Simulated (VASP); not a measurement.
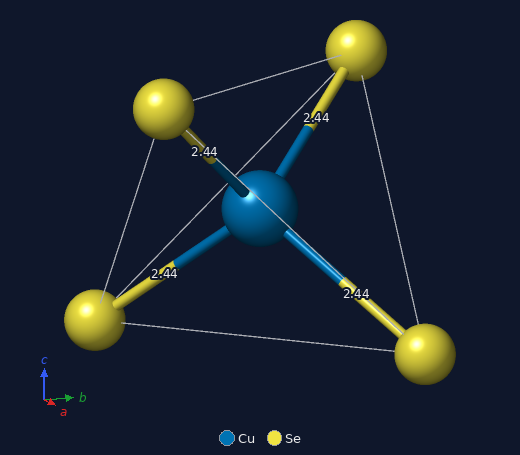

Coordination of Cu in ZnCu2SnSe4 (I-42m); bond lengths in Å. The shape measure S (0 to 100) is the computed least-squares distance from an ideal polyhedron; S = 0 means ideal. Origin: an entry of the Crystallography Open Database, as set up for an electronic-structure calculation.

**What geometry does the central atom have?**

CuSe4: an essentially ideal tetrahedron (coordination number 4, S = 0.02; next best see-saw, S = 9.2).

**Does the central atom sit at the centroid of its ligands?**

Yes, to within 0.01 Å; the site symmetry is -4.
